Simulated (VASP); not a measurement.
**Band-structure run, with input and output: TiSi₂ (part 2 of 2)**

TiSi₂ (Fddd, 6 atoms in the cell); Kohn-Sham DFT of a periodic cell, PBE, VASP PAW PBE potentials, minimal, no spin polarisation (VASP 6.6.1); cutoff 500 eV, 7×7×7 k-mesh, fermi-dirac of 0.05 eV. The structure derives from a Materials Project entry.

Geometry of the input (Å; fractional positions):
```
0.0000  4.1175  4.2629
2.3895  0.0000  4.2629
2.3895  4.1175  0.0000
Ti 0.7500  0.7500  0.7500
Ti 0.5000  0.5000  0.5000
Si 0.4126  0.0874  0.4126
Si 0.0874  0.4126  0.0874
Si 0.1626  0.8374  0.1626
Si 0.8374  0.1626  0.8374
```

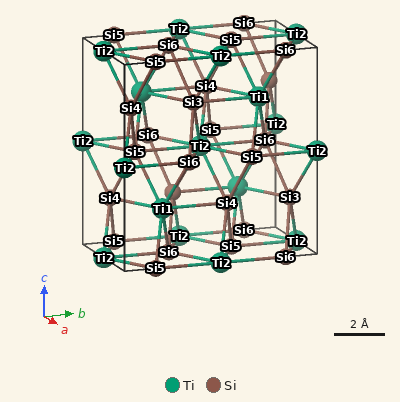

The structure (ball-and-stick view of the cell 4 times as large as that of the calculation, set on its symmetry axes, seen slightly off an axis; atoms are numbered from 1 in the order of the input).

Parts of OUTCAR, continued:
```
   k-points           NKPTS =     64   k-points in BZ     NKDIM =     64   number of bands    NBANDS=     21
   number of dos      NEDOS =    301   number of ions     NIONS =      6
   total plane-waves  NPLWV =  62208
   dimension x,y,z NGX =    48 NGY =   36 NGZ =   36
   dimension x,y,z NGXF=    96 NGYF=   72 NGZF=   72
   ions per type =               2   4
   NGX,Y,Z   is equivalent  to a cutoff of  13.46, 12.25, 12.57 a.u.
   NGXF,Y,Z  is equivalent  to a cutoff of  26.93, 24.49, 25.14 a.u.
 SYSTEM =  TiSi2
   PREC   = accura    normal or accurate (medium, high low for compatibility)
   ISTART =      0    job   : 0-new  1-cont  2-samecut
   ICHARG =      2    charge: 1-file 2-atom 10-const
   ISPIN  =      1    spin polarized calculation?
   LNONCOLLINEAR =      F non collinear calculations
   LSORBIT =      F    spin-orbit coupling
   LASPH  =      T    aspherical Exc in radial PAW
   ENCUT  =  500.0 eV  36.75 Ry    6.06 a.u.  10.81  8.91  8.68*2*pi/ulx,y,z
   NELM   =    100;   NELMIN=  2; NELMDL= -5     # of ELM steps
   EDIFF  = 0.1E-06   stopping-criterion for ELM
   LREAL  =      F    real-space projection
   EDIFFG = 0.1E-05   stopping-criterion for IOM
   NSW    =      0    number of steps for IOM
   IBRION =     -1    ionic relax: 0-MD 1-quasi-New 2-CG
   NFREE  =      0    steps in history (QN), initial steepest desc. (CG)
   ISIF   =      2    stress and relaxation
   ISYM   =      2    0-nonsym 1-usesym 2-fastsym
   POTIM  = 0.5000    time-step for ionic-motion
   TEBEG  =    0.0;   TEEND  =   0.0 temperature during run
   PSTRESS=    0.0 pullay stress
   NELECT =      24.0000    total number of electrons
   NUPDOWN=      -1.0000    fix difference up-down
   EMIN   =  10.00;   EMAX   =-10.00  energy-range for DOS
   EFERMI =   0.00;   METHOD = LEGACY
   ISMEAR =    -1;   SIGMA  =   0.05  broadening in eV -4-tet -1-fermi 0-gaus
   EFERMI_NEDOS =   21; number of points for ismear=-14 and -15
   IALGO  =     68    algorithm
   IMIX   =      4    mixing-type and parameters
     AMIX     =   0.40;   BMIX     =  1.00
     AMIX_MAG =   1.60;   BMIX_MAG =  1.00
  volume/ion in A,a.u.               =      13.98        94.35
  Fermi-wavevector in a.u.,A,eV,Ry     =   1.078745  2.038532 15.832972  1.163691
  Thomas-Fermi vector in A             =   2.214692
   LORBIT       =      0    0 simple, 1 ext, 2 COOP (PROOUT), +10 PAW based schemes
   GGA     = PE    functional components
   LHFCALC =     F    Hartree Fock is set to
   AEXX    =    0.0000 exact exchange contribution
   IVDW    =     0    specifies the selected vdW correction
   LEPSILON=     F    determine dielectric tensor
   LRPA    =     F    only Hartree local field effects (RPA)
 non-spin polarized calculation
 RMM-DIIS sequential band-by-band and
  energy-cutoff  :      500.00
  volume of cell :       83.88
 maximum number of plane-waves:      2148
 NGX is ok and might be reduce to    48
   NGX = 21   NGY = 17   NGZ = 17

 number of electron      24.0000000 magnetization

 Free energy of the ion-electron system (eV)
  ---------------------------------------------------
  ext. energy  EPLUGINS =         0.00000000
  ---------------------------------------------------
  free energy    TOTEN  =       -40.52211657 eV

  energy without entropy =      -40.50175994  energy(sigma->0) =      -40.51193826

 E-fermi :   7.9731     XC(G=0): -11.5559     alpha+bet :-15.9669

 val. band max:        7.9710284621   @ k =  -0.1429   0.1429   0.1429
 cond. band min:       7.9823668432   @ k =  -0.2857   0.1429  -0.0000
 fundamental gap:      0.0113383811
 Fermi energy:         7.9730750816

 k-point     1 :       0.0000    0.0000    0.0000
  band No.  band energies     occupation
      1      -4.6151      2.00000
      2       1.2873      2.00000
      3       2.2443      2.00000
      4       2.5848      2.00000
      5       2.9453      2.00000
      6       4.2294      2.00000
      7       4.2628      2.00000
      8       5.4874      2.00000
      9       5.7180      2.00000
     10       5.9151      2.00000
     11       6.2082      2.00000
     12       6.6388      2.00000
     13       7.0476      2.00000
     14      10.0116      0.00000
     15      11.0764      0.00000
     16      11.3121      0.00000
     17      11.3866      0.00000
     18      11.4287      0.00000
     19      11.6844      0.00000
     20      11.6997      0.00000
     21      12.5349      0.00000

 k-point     2 :       0.1429    0.0000    0.0000
  band No.  band energies     occupation
      1      -4.4055      2.00000
      2       1.0064      2.00000
      3       1.4055      2.00000
      4       2.4726      2.00000
      5       3.3108      2.00000
      6       4.1662      2.00000
      7       4.6761      2.00000
      8       5.2408      2.00000
      9       5.8449      2.00000
     10       5.9316      2.00000
     11       6.7127      2.00000
     12       6.8045      2.00000
     13       7.0355      2.00000
     14       9.8121      0.00000
     15      10.9086      0.00000
     16      10.9682      0.00000
     17      11.1488      0.00000
     18      11.2952      0.00000
     19      11.4959      0.00000
     20      11.8186      0.00000
     21      12.4319      0.00000

 k-point     3 :       0.2857    0.0000    0.0000
  band No.  band energies     occupation
      1      -3.8016      2.00000
      2       0.0752      2.00000
      3       0.5778      2.00000
      4       2.3428      2.00000
      5       3.1241      2.00000
      6       3.8706      2.00000
      7       4.9331      2.00000
      8       5.4342      2.00000
      9       6.2373      2.00000
     10       6.6534      2.00000
     11       6.9056      2.00000
     12       7.2400      2.00000
     13       7.8211      1.90873
     14       9.3060      0.00000
     15      10.4904      0.00000
     16      10.5597      0.00000
     17      10.7765      0.00000
     18      10.8032      0.00000
     19      11.7126      0.00000
     20      12.0389      0.00000
     21      12.3786      0.00000

 k-point     4 :       0.4286    0.0000    0.0000
  band No.  band energies     occupation
      1      -2.9419      2.00000
      2      -1.1775      2.00000
      3       0.2842      2.00000
      4       2.2230      2.00000
      5       2.9707      2.00000
      6       3.4587      2.00000
      7       5.1985      2.00000
      8       5.7364      2.00000
      9       5.9856      2.00000
     10       6.8904      2.00000
     11       7.8346      1.88195
     12       7.9967      0.76802
     13       8.7615      0.00000
     14       9.1961      0.00000
     15       9.8199      0.00000
     16      10.2989      0.00000
     17      10.6070      0.00000
     18      10.6477      0.00000
     19      11.5176      0.00000
     20      12.2163      0.00000
     21      12.7100      0.00000

 k-point     5 :       0.1429    0.1429    0.0000
  band No.  band energies     occupation
      1      -4.4505      2.00000
      2       0.3767      2.00000
      3       2.3118      2.00000
      4       2.6019      2.00000
      5       3.8644      2.00000
      6       4.0877      2.00000
      7       4.1323      2.00000
      8       5.1638      2.00000
      9       6.0791      2.00000
     10       6.0884      2.00000
     11       6.2610      2.00000
     12       6.6817      2.00000
     13       6.9697      2.00000
     14       9.6912      0.00000
     15      11.1169      0.00000
     16      11.2497      0.00000
     17      11.2686      0.00000
     18      11.3966      0.00000
     19      11.5825      0.00000
     20      12.2068      0.00000
     21      12.5509      0.00000

 [... the levels of 18 k-points are left out ...]

 k-point    24 :       0.2857    0.1429    0.1429
  band No.  band energies     occupation
      1      -4.2794      2.00000
      2       0.4461      2.00000
      3       0.9292      2.00000
      4       3.2004      2.00000
      5       3.6769      2.00000
      6       4.4628      2.00000
      7       4.5923      2.00000
      8       5.0938      2.00000
      9       5.9947      2.00000
     10       6.2334      2.00000
     11       6.4464      2.00000
     12       6.5716      2.00000
     13       6.9955      2.00000
     14       9.5652      0.00000
     15      10.9576      0.00000
     16      11.0606      0.00000
     17      11.2360      0.00000
     18      11.2413      0.00000
     19      11.4737      0.00000
     20      11.9686      0.00000
     21      12.1486      0.00000

 [... further k-points ...]

------------------------ aborting loop because EDIFF is reached ----------------------------------------

  FORCE on cell =-STRESS in cart. coord.  units (eV):
  Direction    XX          YY          ZZ          XY          YZ          ZX
  --------------------------------------------------------------------------------------
  -------------------------------------------------------------------------------------
  Total        1.1106115      0.2833585      1.5734015      0.0000000      0.0000000      0.0000000
  in kB       21.2125706      5.4121187     30.0518145      0.0000000      0.0000000      0.0000000
  external PRESSURE =      18.8921679 kB  Pullay stress =       0.0000000 kB

 VOLUME and BASIS-vectors are now :
 -----------------------------------------------------------------------------
  energy-cutoff  :      500.00
  volume of cell :       83.88
      direct lattice vectors                 reciprocal lattice vectors
     0.000000000  4.117516306  4.262897835    -0.209247750  0.121432427  0.117291106
     2.389511954  0.000000000  4.262897835     0.209247750 -0.121432427  0.117291106
     2.389511954  4.117516306  0.000000000     0.209247750  0.121432427 -0.117291106

 POSITION                                       TOTAL-FORCE (eV/Angst)
 -----------------------------------------------------------------------------------
      3.58427      6.17627      6.39435         0.000000     -0.000000      0.000000
      2.38951      4.11752      4.26290        -0.000000     -0.000000      0.000000
      1.19476      3.39749      2.13145         0.000000      0.022095      0.000000
      1.19476      0.72003      2.13145         0.000000     -0.022095      0.000000
      2.38951      1.33873      4.26290        -0.000000      0.022095     -0.000000
      2.38951      6.89630      4.26290        -0.000000     -0.022095     -0.000000
 -----------------------------------------------------------------------------------
    total drift:                                0.000000     -0.000000      0.000000

  FREE ENERGIE OF THE ION-ELECTRON SYSTEM (eV)
  ---------------------------------------------------
  free  energy   TOTEN  =       -40.5221165749 eV

  energy  without entropy=      -40.5017599448  energy(sigma->0) =      -40.51193826
```

CONTCAR:
```
TiSi2
   1.00000000000000
     0.0000000000000000    4.1175163062999998    4.2628978353999996
     2.3895119538000000    0.0000000000000000    4.2628978353999996
     2.3895119538000000    4.1175163062999998    0.0000000000000000
  Ti              Si
     2     4
Direct
     0.7500000000000000    0.7500000000000000    0.7500000000000000
     0.5000000000000000    0.5000000000000000    0.5000000000000000
     0.4125656100000015    0.0874343899999985    0.4125656100000015
     0.0874343899999985    0.4125656100000015    0.0874343899999985
     0.1625656100000015    0.8374343899999985    0.1625656100000015
     0.8374343899999985    0.1625656100000015    0.8374343899999985

  0.00000000E+00  0.00000000E+00  0.00000000E+00
  0.00000000E+00  0.00000000E+00  0.00000000E+00
  0.00000000E+00  0.00000000E+00  0.00000000E+00
  0.00000000E+00  0.00000000E+00  0.00000000E+00
  0.00000000E+00  0.00000000E+00  0.00000000E+00
  0.00000000E+00  0.00000000E+00  0.00000000E+00
```
